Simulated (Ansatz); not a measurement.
Zr16S31 (charge +1): geometry relaxation (part 2 of 4)

Continued. System: Zr16S31 (defect cell, 47 atoms in the cell, total charge +1). Method: DFT PBE, scalar-relativistic, plane waves, PAW, spin-polarised (Ansatz 0.2.0); cutoff 420 eV, 2×2×2 k-mesh, Gaussian smearing of 0.01 eV, collinear spins. The structure derives from a Materials Project entry. It belongs to a series of runs on one base structure; here: S vacancy (site d), charge +1, atoms relaxed at the host's cell.

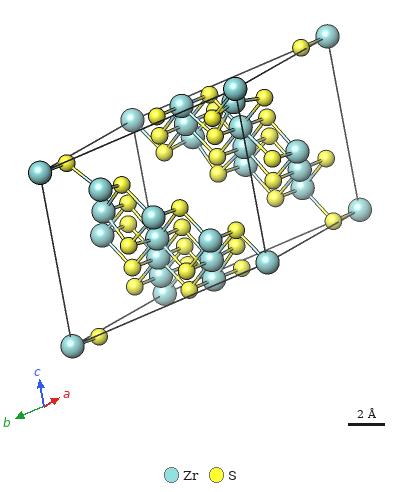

**Figure 1.** The geometry at step 3 of the log (ball-and-stick view of the cell of the calculation, seen at an oblique angle).

```
WARN: The input density's exchange-correlation potential varies sharply where the density is thin. Do not read a vacuum level from v_tot or v_xc, or from such a field of the output density. On a cell that repeats whose density bears no net charge and no dipole along the vacuum's axis use v_es (v_loc + v_h of the components); under efield.dipole_correction with no amplitude use v_es + v_field, which holds any external_charges[].barrier, or the levels of the report's work_function block, which leave it out; under a non-zero efield.amplitude the vacuum is tilted and has no level; on a cell that repeats and bears such a dipole with no correction it is tilted too, and efield.dipole_correction with no amplitude gives each side of its ramp a level where efield: is served; in a cell that repeats whose density bears a net charge (total_charge, or a fill off its count) it is curved and has none; of a slab under crystal.periodic whose density bears no net charge use v_es, which has a level on each side, short of where the two are joined; of another it falls or rises all the way out and has none; of a slab beside external_charges read slab_vacuum_level instead, which it has where they leave it neutral. The grid or the basis barely resolves most such structure, and the values can differ between equally converged runs; as a rule a tighter scf.convergence.dr2_threshold does not remove it. Where the density itself ripples (under the LDA too) a higher basis.ecutwfc lessens it. The files hold the spikes' plane waves up to the density's cutoff. Files: v_tot and the like, and their columns of v_z.tsv (output.write_potential); v_xc and the like, and their columns of v_comp_z.tsv (output.write_potential_components); where files of the output density stand in their place, no point of their own thin density is over the threshold below, and this is of outcome.potential() and, of a run that writes arrays (npy), the arrays of these names. Measured: with its Gaussian average of σ = 0.25 Å subtracted twice, the exchange-correlation potential is over 0.1 eV at 284 of the grid points where the equally averaged density (valence and model cores) is under 1e-3 e/Å³, and 1.79 eV at the most among them, at an averaged density of 6.5e-4 e/Å³. See output.write_potential in the manual, Limitations
SCF converged after 10 iterations
Magnetization: -0.4991 μB (188.2504 up, 188.7496 down)
Absolute magnetization: 0.5697 μB (∫|ρ↑−ρ↓|, with the PAW one-centre terms)
Spin contamination: 0.0010 ħ² per cell (⟨S²⟩ above its minimum at these occupations)
Per-site moments (μB) at R_I (Å): [(-0.018557177639558012, 1.0572098681707915), (-0.018232923451881353, 1.0445056157642194), (-0.018557177639557984, 1.057209868170791), (-0.017513736072616623, 1.0582138854225174), (-0.019355451575277908, 1.0461056381514935), (-0.015327246983728953, 1.0416906049601824), (-0.007056332473467907, 1.0582065118789081), (-0.01823292345188131, 1.0445056157642203), (-0.019355451575278036, 1.0461056381514935), (-0.015327246983729049, 1.0416906049601833), (-0.013731208665094627, 1.0592128702550352), (-0.013396974966874434, 1.0563385593502612), (-0.007518075067202622, 0.9841544834870936), (-0.007056332473467909, 1.0582065118789086), (-0.007518075067202622, 0.9841544834870923), (-0.006217080667883143, 0.9814165695484921), (-0.0003870577882498643, 1.0395103971443218), (-0.0017753082931255548, 1.041181317942413), (-0.00038705778824992877, 1.039510397144322), (-0.001612474683589351, 1.0563385593502612), (-0.00016477172711662583, 1.0461056381514935), (-0.0005592717292978091, 1.0383360252128921), (-0.00015776284141449446, 1.0574470501565745), (-0.0005239687835905855, 1.0437927891035972), (-0.0017753082931254997, 1.0411813179424132), (-0.0005592717292979109, 1.0383360252128926), (-0.0001577628414146179, 1.0574470501565756), (-0.002509035090079772, 1.0582138854225174), (-0.0015189710088294027, 1.0528087272675906), (-0.0005239687835905854, 1.0437927891035974), (-0.001518971008829458, 1.0528087272675906), (-0.0016050379486266528, 1.0445056157642194), (0.0005012968435665856, 0.9841544834870923), (-0.0016050379486267983, 1.0445056157642203), (-0.0015937469431419968, 1.0505747207154785), (-0.00044141779275638874, 1.0595437690725606), (-0.0010359768181230882, 1.0416906049601824), (-0.002386170954301042, 1.0582065118789081), (0.0005012968435666444, 0.9841544834870936), (-0.0004414177927563717, 1.059543769072562), (-0.0010359768181230453, 1.0416906049601833), (-0.0006289207774418338, 1.057209868170791), (-0.0016846233474614811, 1.0515983895414183), (-0.000541015912625529, 1.0503608448041342), (-0.002386170954301102, 1.0582065118789086), (-0.000541015912625556, 1.0503608448041348), (0.00018756691691059, 0.9814165695484921)]
Free energy (F): -94983.800404 eV
Harris-Foulkes:  -94983.800404 eV  (|F-HF|=9.33e-9)
Internal energy: -94983.799282 eV  (E = F + TS)
E sigma→0 (E₀):  -94983.799843 eV
Entropy (-TS):   -0.001122 eV (-0.024 meV/atom)
Fermi energy:    6.092875 eV
--- Per-component energies (eV) ---
  E_band       = -3418.797204
  E_kinetic    = 8611.747384
  E_local      = -27746.072789  (includes V_loc(G=0)·N_el)
  E_nonlocal   = 2126.479334
  E_hartree    = 10386.473044
  E_xc         = -5596.066126
  E_vxc        = -5761.446759  (∫ρ·V_xc dr)
  E_paw        = -65860.841520  (= ΣΔE_a)
  E_vpaw       = -1422.446935  (= ΣTr[D̂ρ^β])
  E_aug_tail   = 0.000433  (compensation charges beyond the density's cutoff)
  E_ewald      = -16905.519042
  E_smearing   = -0.001122  (= −TS)
  E_closure    = -0.000000  (closes the sum)
  E_deformation_potential = 12.131862  (in the stress; not in F)
  Σ components = -94983.800404   (vs F -94983.800404, Δ=0.00e0)
--- Forces (eV/Å), atoms counted from 1 ---
  atom   1  Zr    -0.00290052    -0.00699782    -0.00062299
  atom   2  Zr    -0.01499167    -0.00248726    -0.00879706
  atom   3  Zr     0.00290052    -0.00699782    -0.00062299
  atom   4  Zr     0.00000000     0.00456346    -0.00274962
  atom   5  Zr    -0.00867166     0.01128455    -0.00481851
  atom   6  Zr     0.00645191    -0.01294059    -0.01188996
  atom   7  Zr    -0.00732789     0.00274121    -0.00277508
  atom   8  Zr     0.01499167    -0.00248726    -0.00879706
  atom   9  Zr     0.00867166     0.01128455    -0.00481851
  atom  10  Zr    -0.00645191    -0.01294059    -0.01188996
  atom  11  Zr     0.00000000     0.00890870     0.01018174
  atom  12  Zr     0.00000000    -0.00842369     0.00159312
  atom  13  Zr    -0.00074557    -0.00291630     0.02442303
  atom  14  Zr     0.00732789     0.00274121    -0.00277508
  atom  15  Zr     0.00074557    -0.00291630     0.02442303
  atom  16  Zr     0.00000000    -0.00496392     0.01630050
  atom  17  S     -0.00253646    -0.00136700    -0.00174923
  atom  18  S      0.00370461    -0.00195527    -0.00493450
  atom  19  S      0.00253646    -0.00136700    -0.00174923
  atom  20  S      0.00000000    -0.00534441    -0.00240178
  atom  21  S      0.00000000    -0.00327167    -0.00619342
  atom  22  S     -0.00339285     0.00162859    -0.00803769
  atom  23  S      0.00139871     0.00218606    -0.00687848
  atom  24  S     -0.00002309     0.00177368    -0.00511884
  atom  25  S     -0.00370461    -0.00195527    -0.00493450
  atom  26  S      0.00339285     0.00162859    -0.00803769
  atom  27  S     -0.00139871     0.00218606    -0.00687848
  atom  28  S      0.00000000     0.00024371    -0.00910729
  atom  29  S      0.00175132     0.00111932    -0.01005567
  atom  30  S      0.00002309     0.00177368    -0.00511884
  atom  31  S     -0.00175132     0.00111932    -0.01005567
  atom  32  S      0.00235369     0.00037520     0.01003667
  atom  33  S     -0.00000333     0.00518003    -0.00020778
  atom  34  S     -0.00235369     0.00037520     0.01003667
  atom  35  S      0.00000000    -0.00354926     0.00912470
  atom  36  S      0.00543989    -0.00660640     0.00468911
  atom  37  S     -0.00264413     0.00830585     0.00726000
  atom  38  S      0.00395435     0.00079284     0.00649125
  atom  39  S      0.00000333     0.00518003    -0.00020778
  atom  40  S     -0.00543989    -0.00660640     0.00468911
  atom  41  S      0.00264413     0.00830585     0.00726000
  atom  42  S      0.00000000    -0.00556233     0.00711312
  atom  43  S      0.00000000     0.00652411    -0.00117848
  atom  44  S      0.00062274     0.00162555     0.00146687
  atom  45  S     -0.00395435     0.00079284     0.00649125
  atom  46  S     -0.00062274     0.00162555     0.00146687
  atom  47  S      0.00000000     0.00739057     0.00034939
  max |Σ_I F_I| component: 5.71e-6 eV/Å
--- Charged-cell corrections in eV (Makov–Payne, q = +1.000 e, ε = [53.016, 53.016, 3.728]) ---
  F (periodic)     = -94983.800404  (uncorrected; the corrections below are reported, never added to it)
  E_corr1          = +0.072490  (monopole, q²α_M/2ε̄L, of the cell on which ε is isotropic)
  F Makov-Payne    = -94983.727914  (F + E_corr1; no measured alignment; for a localised charge, not one spread in a band: unchecked)
  no potential alignment in this run, which stands beside a crystal: run the host's input off ansatz write-host-input, and read the two finished runs by ansatz place-levels (neither reads a slab, a wire or a sheet, whose cell leaves a vacuum)
--- Band table (eV; the first three rows and the last of 8) ---
  k-point 0 ↑: bands = ["-44.0174", "-44.0173", "-43.9885", "-43.9700", "-43.9626", "-43.9612", "-43.9586", "-43.9567", "-43.9481", "-43.9480", "-43.9351", "-43.9305", "-43.8813", "-43.8631", "-43.8624", "-43.8498", "-22.1250", "-22.1194", "-22.1098", "-22.1078", "-22.1052", "-22.1000", "-22.0938", "-22.0857", "-22.0839", "-22.0759", "-22.0613", "-22.0559", "-22.0346", "-22.0325", "-22.0111", "-22.0098", "-21.9988", "-21.9950", "-21.9928", "-21.9843", "-21.9836", "-21.9802", "-21.9768", "-21.9703",
      "-21.9687", "-21.9671", "-21.9619", "-21.9595", "-21.9590", "-21.9510", "-21.9507", "-21.9446", "-21.9432", "-21.9415", "-21.9349", "-21.9341", "-21.9207", "-21.9093", "-21.9064", "-21.8941", "-21.8866", "-21.8811", "-21.8753", "-21.8720", "-21.8653", "-21.8636", "-21.8563", "-21.8488", "-7.2517", "-7.2360", "-7.2006", "-7.1897", "-6.7561", "-6.7342", "-6.7032", "-6.6844", "-6.6692", "-6.6267", "-6.6045", "-6.5817", "-6.5436", "-6.5369", "-6.5208", "-6.5018",
      "-6.4867", "-6.4765", "-6.4141", "-6.3871", "-6.3840", "-6.3707", "-6.3533", "-6.3460", "-6.3338", "-6.3272", "-6.3146", "-6.2629", "-6.2524", "-6.2365", "-6.2281", "1.0437", "1.0866", "1.1138", "1.1621", "1.1732", "1.1933", "1.2188", "1.2387", "1.2606", "1.2779", "1.3463", "1.4119", "1.4462", "1.4728", "1.5188", "1.6685", "1.7842", "1.7968", "1.8092", "1.8262", "1.8456", "1.8536", "1.8634", "1.8815", "1.8994",
      "1.9250", "1.9416", "1.9600", "1.9741", "2.0180", "2.0615", "2.0965", "2.1496", "2.4156", "2.4275", "2.4343", "2.4886", "2.5082", "2.5284", "2.5473", "2.5597", "2.5614", "2.5775", "2.6019", "2.6078", "2.6237", "2.6702", "2.6785", "2.7018", "2.7199", "2.7600", "2.7643", "2.7814", "2.7989", "2.8206", "2.8505", "2.8869", "2.9174", "2.9431", "2.9972", "3.0352", "3.0817", "3.1564", "3.1718", "3.3576",
      "3.3837", "3.3902", "3.4261", "3.4328", "3.5136", "3.5386", "3.5836", "3.6229", "3.6376", "3.6641", "3.7145", "3.7662", "3.8065", "3.8526", "3.8779", "3.9122", "3.9333", "4.0266", "4.0460", "4.0801", "4.1094", "4.1382", "4.1795", "4.2406", "4.2865", "4.3965", "4.4318", "4.5045", "6.2269", "6.2310", "6.2399", "6.3551", "6.4310", "6.5136", "6.5610", "6.6600", "6.6826", "6.6887", "6.7362", "6.7495",
      "6.8343", "6.9356", "6.9795", "7.0388", "7.0859", "7.1019", "7.2090", "7.3358", "7.3885", "7.6647", "7.6783", "7.7600", "7.8046", "7.8400", "7.9016", "7.9423", "7.9522", "7.9697", "8.0279", "8.0419", "8.0642", "8.1123", "8.1205", "8.1755", "8.2068", "8.2408", "8.2983", "8.3155", "8.3618", "8.4309", "8.4472", "8.4745", "8.4836", "8.5738", "8.6912", "8.7317"]
  k-point 1 ↑: bands = ["-44.0175", "-44.0172", "-43.9885", "-43.9700", "-43.9627", "-43.9609", "-43.9590", "-43.9565", "-43.9485", "-43.9478", "-43.9351", "-43.9304", "-43.8813", "-43.8631", "-43.8624", "-43.8498", "-22.1273", "-22.1255", "-22.1173", "-22.1094", "-22.1086", "-22.0965", "-22.0954", "-22.0929", "-22.0809", "-22.0693", "-22.0360", "-22.0315", "-22.0314", "-22.0234", "-22.0143", "-22.0093", "-22.0032", "-22.0022", "-21.9973", "-21.9915", "-21.9842", "-21.9808", "-21.9792", "-21.9771",
      "-21.9755", "-21.9717", "-21.9670", "-21.9611", "-21.9586", "-21.9569", "-21.9509", "-21.9461", "-21.9448", "-21.9383", "-21.9359", "-21.9309", "-21.9161", "-21.9154", "-21.8985", "-21.8969", "-21.8852", "-21.8835", "-21.8719", "-21.8693", "-21.8685", "-21.8584", "-21.8584", "-21.8453", "-7.3494", "-7.2925", "-7.0182", "-6.9699", "-6.9350", "-6.9300", "-6.7217", "-6.6819", "-6.6394", "-6.6066", "-6.5880", "-6.5752", "-6.5546", "-6.5153", "-6.4940", "-6.4811",
      "-6.4453", "-6.4233", "-6.4220", "-6.4005", "-6.3977", "-6.3890", "-6.3798", "-6.3672", "-6.3560", "-6.3176", "-6.3055", "-6.2794", "-6.2388", "-6.2199", "-6.2190", "0.9446", "0.9584", "0.9821", "1.0513", "1.0769", "1.1353", "1.2458", "1.3380", "1.3942", "1.4072", "1.4475", "1.5293", "1.5610", "1.5853", "1.5881", "1.6770", "1.7041", "1.7307", "1.8008", "1.8286", "1.8596", "1.8723", "1.8946", "1.9066", "1.9391",
      "1.9737", "1.9769", "2.0093", "2.0546", "2.0712", "2.1036", "2.1342", "2.1433", "2.3345", "2.4106", "2.4200", "2.4628", "2.5070", "2.5160", "2.5270", "2.5451", "2.5499", "2.5672", "2.5907", "2.5968", "2.5986", "2.6178", "2.6596", "2.6729", "2.7003", "2.7196", "2.7762", "2.7904", "2.8139", "2.8202", "2.8475", "2.8591", "2.8679", "2.8909", "2.9097", "2.9320", "2.9560", "3.0370", "3.0559", "3.1396",
      "3.2055", "3.3443", "3.3643", "3.4480", "3.4813", "3.6471", "3.6727", "3.6985", "3.7580", "3.7609", "3.7691", "3.8508", "3.8724", "3.9195", "3.9220", "3.9415", "3.9629", "3.9832", "4.0207", "4.0564", "4.0775", "4.1943", "4.2066", "4.3342", "4.4165", "4.4461", "4.5161", "4.5616", "6.1159", "6.2123", "6.2921", "6.3229", "6.3563", "6.3623", "6.4134", "6.4632", "6.5816", "6.6587", "6.7730", "6.7781",
      "6.8445", "7.0338", "7.1191", "7.1402", "7.2202", "7.2439", "7.2737", "7.4123", "7.4497", "7.5482", "7.6240", "7.6668", "7.7193", "7.8235", "7.8482", "7.8722", "7.9382", "7.9969", "8.0093", "8.0885", "8.0997", "8.1383", "8.1451", "8.1920", "8.2239", "8.3067", "8.3254", "8.3282", "8.3946", "8.4018", "8.4375", "8.4568", "8.4895", "8.5686", "8.6181", "8.7089"]
```
